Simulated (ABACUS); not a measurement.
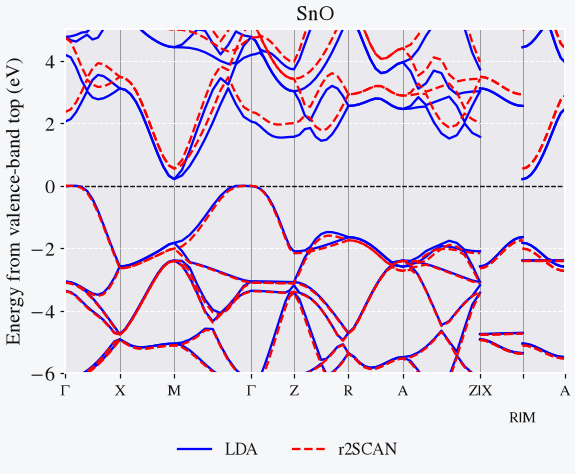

Band structures of SnO, space group P4/nmm, 4 atoms in the cell (a = 3.814 Å, c = 4.887 Å (tetragonal axes)), by two methods on the same cell. Each is counted from its own valence-band top.

Question: What changes from one method to the other?

Answer: LDA gives a gap of 0.21 eV along the path and r2SCAN gives a gap of 0.55 eV along the path. Over the top 3 filled bands the two differ by 0.07 eV on average.

Settings. LDA: PseudoDojo NC SR 0.4.1 LDA standard, no spin polarisation, no spin-orbit coupling, 1143 eV cutoff, Fermi-Dirac smearing of 0.05 eV (ABACUS 3.10.1). r2SCAN: SG15 ONCV 1.2 PBE, no spin polarisation, no spin-orbit coupling, 1320 eV cutoff, Fermi-Dirac smearing of 0.05 eV (ABACUS 3.10.1).

Bands are joined in order of energy. The density is read from an earlier self-consistent run, whose mesh may be coarse. LDA, GGA and most meta-GGA functionals understate gaps. The usual form of SnO is litharge (tetragonal). r2SCAN: the potentials were made for another functional.
